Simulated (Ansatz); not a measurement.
# Band-structure calculation, with input and output: NbH₈

System: NbH₈ (P6/mmm, 9 atoms in the cell).
Method: DFT PBE, scalar-relativistic, plane waves, PAW, spin-polarised (Ansatz 0.2.0).

The structure was made by a generator, so it may or may not be a known phase. Figures and captions count atoms from 1; the log counts them from 0 in places.

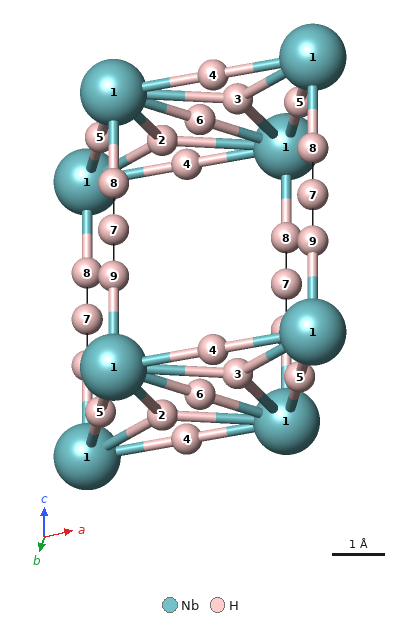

**Figure 1.** The input geometry (ball-and-stick view of the cell of the calculation, seen at an oblique angle; atoms are numbered from 1 in the order of the input). An atom can appear more than once, as a periodic image.

Input:
```yaml
crystal:
  lattice:
    - [4.164884313, 0.0, 0.0]
    - [-2.0824421565, 3.6068956188, 0.0]
    - [0.0, 0.0, 5.8144017024]
  atoms:
    - { symbol: Nb, position: [0.0, 0.0, 0.0], spin: 1.04 }
    - { symbol: H, position: [0.3333333333, 0.6666666667, 0.0] }
    - { symbol: H, position: [0.6666666667, 0.3333333333, 0.0] }
    - { symbol: H, position: [0.5, 0.0, 0.0] }
    - { symbol: H, position: [0.0, 0.5, 0.0] }
    - { symbol: H, position: [0.5, 0.5, 0.0] }
    - { symbol: H, position: [0.0, 0.0, 0.5] }
    - { symbol: H, position: [0.0, 0.0, 0.6687982982] }
    - { symbol: H, position: [0.0, 0.0, 0.3312017018] }
basis:
  ecutwfc: 420
kpoints:
  mp_grid: { grid: [12, 12, 8] }
  band_path:
    path:
      - [[0.0, 0.0, 0.0], [0.5, 0.0, 0.0], [0.33333333, 0.33333333, 0.0], [0.0, 0.0, 0.0], [0.0, 0.0, 0.5], [0.5, 0.0, 0.5], [0.33333333, 0.33333333, 0.5], [0.0, 0.0, 0.5]]
      - [[0.5, 0.0, 0.5], [0.5, 0.0, 0.0]]
      - [[0.33333333, 0.33333333, 0.5], [0.33333333, 0.33333333, 0.0]]
    npoints: 14
hamiltonian:
  xc: pbe
scf:
  occupations: { method: gaussian, width: 0.1 }
  n_extra_bands: 22
output:
  forces: true
  stress: true
  eigenvalues: true
  populations: true
  dos: { projected: true, de: 0.02, nscf_kmesh: { grid: [15, 15, 10] } }
  bader: true
  write_density: true
  write_potential: true
  elf: true
  volumetric_format: npy
magnetization:
  spin_polarized: true
checkpoint:
  read: start.run
  write: ck
  compress: false
  write_wavefunctions: false
  write_every: 100000
```

Run on 1 thread of Intel Xeon @ 2.50GHz (Skylake/Cascade Lake), 189 GiB of memory available, shared host.

Launch command:
```bash
ansatz run input.yaml --threads 1 --pin off --max-ram 2560MiB --backend cpu --events-out ev --progress --plain --runs-dir out
```

Output:
```
scf.n_extra_bands = 22 over 11 filled bands (N_el = 21.0): the run solves 33 bands
Engine: ansatz 0.2.0, x86_64-unknown-linux-gnu
Pseudopotentials: kind: paw
Pseudopotential: Nb, paw, valence charge 13, recommended cutoff 420 eV (normal), Nb.paw.azcp
Pseudopotential: H, paw, valence charge 1, recommended cutoff 420 eV (normal), H.paw.azcp
Functional definition: PBE
  parameter kappa = 0.804
  parameter beta = 0.06672455060314922
  exchange = pbe_x(kappa = kappa, mu = beta*pi^2/3)
  correlation = pbe_c(beta = beta)
Crystal: 9 atoms, lattice volume = 87.346 Å³
Basis set: ecut = 420 eV, 1657 PW (Γ), exchange–correlation on 60×60×80 points (8 copies of the dense FFT grid, shifted against one another)
Bands: 33, of which v1, the nominal top of the filled ones, is band 11 counted from 1 (10 counted from 0)
Symmetry: 24 space group operations
Space group: P6/mmm (ITA 191), of the structure as read, at distance tolerance 4.4e-5 Å
Magnetic group: BNS 191.233 (UNI 1463), of the structure as read, at distance tolerance 4.4e-5 Å
k-points: 95 of 1152
Non-local potential: Nb, projectors of the file, l = 0: 3, l = 1: 2, l = 2: 2, l = 3: 1
Non-local potential: H, projectors of the file, l = 0: 2, l = 1: 1
PAW form: soft (Blöchl's): semilocal exchange-correlation on the pseudo side does not see the compensation charge
PAW one-centre angular grid: Nb, 590 points (default); XC on 64 Gauss nodes
PAW one-centre angular grid: H, 110 points (default); XC on 64 Gauss nodes
Initial density: read from a saved state, or passed on in memory by an earlier SCF of this step, an earlier step, the calling program or the single point that the run made first
Starting moments: Σ|m| = 1.04 μB on 1 of 9 sites; this step starts from the density that it was given
Initial wavefunctions: pseudopotential atomic-orbital guess
Functional: x = pbe(κ = 0.804, μ = 0.2195149727645171), c = pbe(β = 0.06672455060314922)
iter 1 solved again at ethr=3.45e-8 eV; its pass at ethr=3.10e-3 eV (dr2=7.24e-6 eV) is discarded
SCF iter   1: F=—  HF=-4673.728645 eV  |F-HF|=—  |Δ(HF+E_count)|=         —  Δρ=9.76e-8 (↑9.56e-8 ↓9.76e-8)  dr2=8.25e-12  dr2_m=2.12e-12  M=2.604 μB ∫|m|=2.737 μB  β_m=0.30  ethr=3.45e-8  ⟨swp⟩=3.6  Hψ=49145  notcnv=0
eigensolver tolerance schedule: the retry pair's looser diagonalisation over-reported the residual by 876863.44 of it (diagonalisation noise at an unbounded share of the residual, at the tolerance the schedule requests for it); recorded, not acted on — ethr = c·dr2/N_el stays at c = 1.0e-1
preconditioner: auto → none  [metal: Δε(μ)=0.062 eV  Ē_g=15.491 eV  σ=0.100 eV  W_gap=0.34  n_scr=20 (ndim 8)  ℏωp=14.3 eV  f_vac=0.222  D(μ)=1.55/eV (n_scr^D=8)]
SCF iter   2: F=-4673.728646 eV  HF=-4673.728646 eV  |F-HF|=3.64e-12  |Δ(HF+E_count)|=   1.66e-7  Δρ=4.64e-8 (↑3.80e-8 ↓4.64e-8)  dr2=3.63e-12  dr2_m=4.01e-13  M=2.604 μB ∫|m|=2.737 μB  ethr=1.00e-12  ⟨swp⟩=11.4  Hψ=30918  notcnv=0
SCF 1 converged in 2 iterations: F = -4673.728646 eV  dr2 = 3.63e-12
  greatest PAW one-centre occupation: 0.998 electrons in one spin orbital (limit 2), on the Nb atom at site 0 (counted from 0), in its partial waves of l = 0
NSCF: frozen V_eff on 129 k-points
NSCF: frozen V_eff on 162 k-points
SCF converged after 2 iterations
Magnetization: 2.6040 μB (11.8020 up, 9.1980 down)
Absolute magnetization: 2.7375 μB (∫|ρ↑−ρ↓|, with the PAW one-centre terms)
Spin contamination: 0.0144 ħ² per cell (⟨S²⟩ above its minimum at these occupations)
Per-site moments (μB) at R_I (Å): [(0.941746027692909, 0.794367642248275), (0.00035387914731124955, 0.49594814759058925), (0.00035387914731122125, 0.49594814759058914), (-0.010575184673965862, 0.49594814759058925), (-0.01057518467396588, 0.49594814759058914), (-0.010575184673965848, 0.4959481475905894), (-0.001728360702917511, 0.40485270887172486), (-0.008324177909490743, 0.4048527088717249), (-0.008324177909490768, 0.40485270887172486)]
Free energy (F): -4673.728646 eV
Harris-Foulkes:  -4673.728646 eV  (|F-HF|=3.64e-12)
Internal energy: -4673.720900 eV  (E = F + TS)
E sigma→0 (E₀):  -4673.724773 eV
Entropy (-TS):   -0.007745 eV (-0.861 meV/atom)
Fermi energy:    2.784212 eV
--- Per-component energies (eV) ---
  E_band       = -306.961767
  E_kinetic    = 499.744274
  E_local      = -1876.291905  (includes V_loc(G=0)·N_el)
  E_nonlocal   = 133.753951
  E_hartree    = 675.750070
  E_xc         = -245.083510
  E_vxc        = -302.808030  (∫ρ·V_xc dr)
  E_paw        = -3077.919925  (= ΣΔE_a)
  E_vpaw       = -112.850972  (= ΣTr[D̂ρ^β])
  E_aug_tail   = -0.009182  (compensation charges beyond the density's cutoff)
  E_ewald      = -783.664673
  E_smearing   = -0.007745  (= −TS)
  E_closure    = -0.000000  (closes the sum)
  Σ components = -4673.728646   (vs F -4673.728646, Δ=0.00e0)
--- Forces (eV/Å), atoms counted from 1 ---
  atom   1  Nb     0.00000000    -0.00000000     0.00000000
  atom   2  H      0.00000000     0.00000000     0.00000000
  atom   3  H      0.00000000    -0.00000000     0.00000000
  atom   4  H     -0.00000000    -0.00000000     0.00000000
  atom   5  H      0.00000000     0.00000000     0.00000000
  atom   6  H      0.00000000     0.00000000     0.00000000
  atom   7  H      0.00000000     0.00000000     0.00000000
  atom   8  H      0.00000000     0.00000000     0.00010649
  atom   9  H      0.00000000     0.00000000    -0.00010649
  max |Σ_I F_I| component: 2.89e-19 eV/Å
--- Stress (GPa, compression-positive) ---
        0.001057       0.000000       0.000000
        0.000000       0.001057       0.000000
        0.000000       0.000000       0.000945
  P = ⅓ Tr σ = 0.0010 GPa (0.010 kbar)
--- Band table (eV; the first three rows and the last of 190) ---
  k-point 0 ↑: bands = ["-52.9860", "-29.2533", "-29.2533", "-29.0364", "-9.3036", "-5.2201", "-2.1955", "-2.1955", "-0.5231", "0.5416", "2.4820", "2.4820", "3.6052", "7.0927", "8.2280", "8.2280", "8.2422", "9.3075", "9.3075", "10.6990", "13.9573", "13.9573", "14.0875", "14.0875", "15.4686", "15.9264", "15.9264", "16.9847", "17.7048", "17.7048", "18.2755", "18.6038", "20.0198"]
  k-point 1 ↑: bands = ["-52.9860", "-29.2533", "-29.2533", "-29.0365", "-9.3012", "-5.1689", "-2.1953", "-2.1953", "-0.5228", "0.1957", "2.4767", "2.4767", "3.9386", "6.9446", "8.2282", "8.2282", "8.7278", "9.3612", "9.3612", "10.6726", "13.8580", "13.8580", "13.8913", "13.8913", "15.2299", "16.3025", "16.3025", "16.8582", "17.4040", "17.7059", "17.7059", "18.5805", "20.4781"]
  k-point 2 ↑: bands = ["-52.9860", "-29.2533", "-29.2533", "-29.0367", "-9.2951", "-5.0334", "-2.1947", "-2.1947", "-0.5221", "-0.4674", "2.4640", "2.4640", "4.4544", "7.0175", "8.2289", "8.2289", "9.4989", "9.4989", "9.7467", "10.5883", "13.5614", "13.5614", "13.6144", "13.6144", "14.8610", "15.3846", "16.8621", "17.1698", "17.1698", "17.7088", "17.7088", "18.3111", "21.3593"]
  k-point 94 ↓: bands = ["-51.7735", "-27.9918", "-27.9918", "-27.4648", "-6.3256", "-6.3256", "-4.5511", "-1.1544", "-0.4773", "3.3378", "3.3378", "4.3950", "4.3950", "7.7218", "8.5907", "8.5907", "9.2795", "9.2795", "9.6082", "11.7201", "11.7201", "12.5090", "13.5436", "13.5436", "14.5776", "18.4168", "18.4168", "19.6183", "19.6238", "20.0662", "20.0662", "20.2334", "23.8172"]
--- Löwdin populations: 9 sites ---
  site symbol       q [e]    m [muB]
     0     Nb     12.5182     2.6790
     1      H      0.9062     0.0027
     2      H      0.9062     0.0027
     3      H      1.0851    -0.0211
     4      H      1.0851    -0.0211
     5      H      1.0851    -0.0211
     6      H      0.8531    -0.0047
     7      H      1.1998    -0.0178
     8      H      1.1998    -0.0178
  spilling = 0.007688 (of n_electrons = 21.000000)
--- Bader charges: 9 sites ---
  site symbol  charge [e]  shift [e]    m [muB]
     0     Nb      1.2958     0.0009     2.2080
     1      H      0.0541     0.0017     0.0373
     2      H      0.0541     0.0017     0.0373
     3      H     -0.3036     0.0013     0.0701
     4      H     -0.3036     0.0013     0.0701
     5      H     -0.3035     0.0013     0.0701
     6      H      0.2195     0.0041     0.0002
     7      H     -0.3564     0.0019     0.0554
     8      H     -0.3564     0.0019     0.0554
  estimated error of the sums over rays = 5.1e-4 e
```

File bader_charges.tsv:
```
# site	symbol	x_ang	y_ang	z_ang	partial_charge_e	electrons	volume_ang3	relative_density_drop	shared_charge_e	partial_wave_shift_e	spin_moment_mub
# quadrature_error_electrons = 5.1e-4
0	Nb	0.0000	0.0000	0.0000	1.29575	39.70425	19.24	-	1.29575	0.00091	2.20798
1	H	0.0000	2.4046	0.0000	0.05407	0.94593	4.57	-	0.05407	0.00166	0.03728
2	H	2.0824	1.2023	0.0000	0.05407	0.94593	4.57	-	0.05407	0.00166	0.03728
3	H	2.0824	0.0000	0.0000	-0.30357	1.30357	6.53	-	-0.30357	0.00129	0.07010
4	H	-1.0412	1.8034	0.0000	-0.30357	1.30357	6.53	-	-0.30357	0.00129	0.07010
5	H	1.0412	1.8034	0.0000	-0.30354	1.30354	6.53	-	-0.30354	0.00129	0.07010
6	H	0.0000	0.0000	2.9072	0.21950	0.78050	5.32	-	0.21950	0.00407	0.00024
7	H	0.0000	0.0000	3.8887	-0.35636	1.35636	10.73	-	-0.35636	0.00186	0.05544
8	H	0.0000	0.0000	1.9257	-0.35636	1.35636	10.73	-	-0.35636	0.00186	0.05544
```

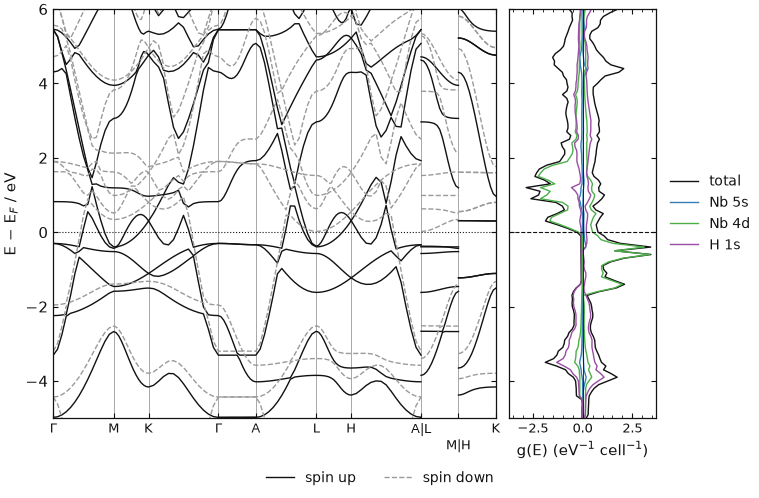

**Figure 2.** Band structure along Γ–M–K–Γ–A–L–H–A|L–M|H–K and density of states (projected on Löwdin-orthogonalised atomic shells), with energies from the Fermi level. Bands cross the Fermi level: a metal at this level of theory.

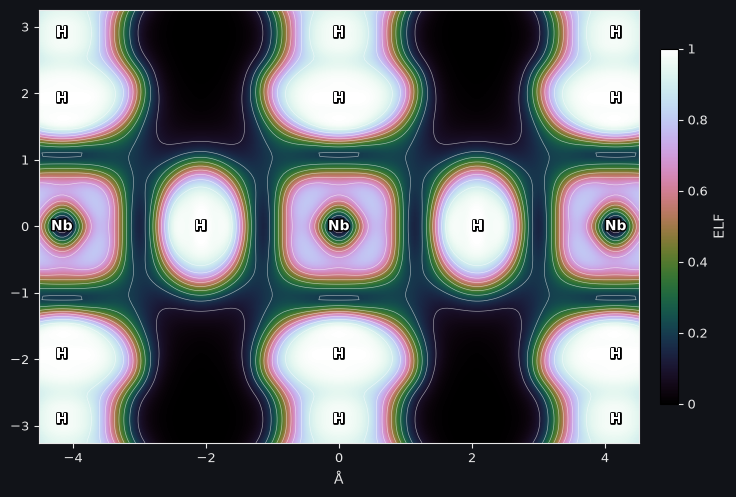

**Figure 3.** Electron localisation function on the (100) plane of the conventional cell. The section cuts through Nb and H sites. Nb–H (1.93 Å): the ELF climbs to about 1 towards the hydrogen, as it does in any bond to H. Nb–H (2.08 Å): the ELF climbs to about 1 towards the hydrogen. The strong features right at Nb lie inside the PAW spheres (semicore, d or f shells) and say nothing about bonding. In a PAW calculation such maps are meaningful between the atoms, not at the nuclei.

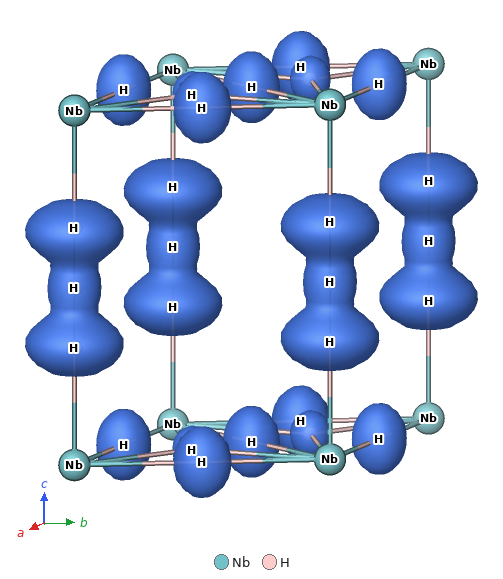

**Figure 4.** Isosurface of the electron localisation function at 0.9 (blue), seen slightly off an axis. Only the valence region is drawn (cores and ρ < 0.01 e/Å³ removed). Sticks mark near contacts. The outline is the cell set on symmetry axes. The ELF exceeds this value in five regions around hydrogen nuclei and one joined region spread over several atoms (H, Nb), counted in one cell of 9 atoms. Along the contacts the grid gives the following. Nb–H (1.93 Å): the ELF climbs to about 1 towards the hydrogen. Nb–H (2.08 Å): the ELF climbs to about 1 towards the hydrogen.

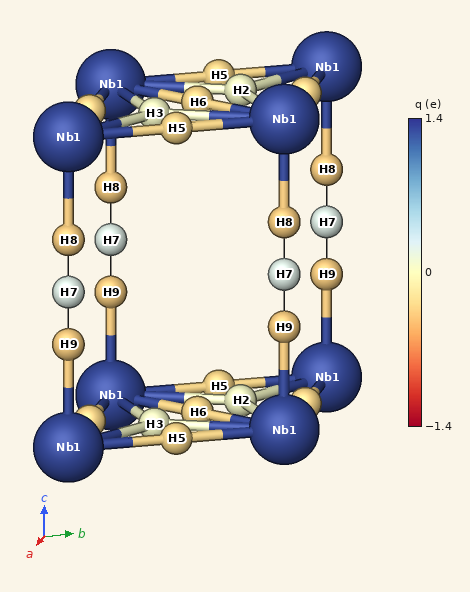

**Figure 5.** Bader charges, as the colour of each atom (ball-and-stick view of the cell of the calculation, seen slightly off an axis; atoms are numbered from 1 in the order of the input). By element: Nb +1.30 and H −0.36 to +0.22 e.

Summary:

```json
{"quantity": "outcome", "value": "converged"}
{"quantity": "space group (tolerance 0.01 Å)", "value": "P6/mmm (191)"}
{"quantity": "electrons treated", "value": "21"}
{"quantity": "free energy", "value": "−4673.7286 eV"}
{"quantity": "Fermi energy", "value": "2.784 eV"}
{"quantity": "gap on the k-point mesh", "value": "none (metallic)"}
{"quantity": "net moment of the cell", "value": "2.60 μB"}
{"quantity": "integrated absolute moment", "value": "2.74 μB"}
{"quantity": "pressure", "value": "0.00 GPa"}
{"quantity": "largest force (length of the vector)", "value": "under 0.001 eV/Å"}
{"quantity": "wall time", "value": "5 min"}
{"quantity": "peak memory", "value": "0.66 GiB"}
```

Notes:

Warnings of the run: the state was not tested for a lower one.
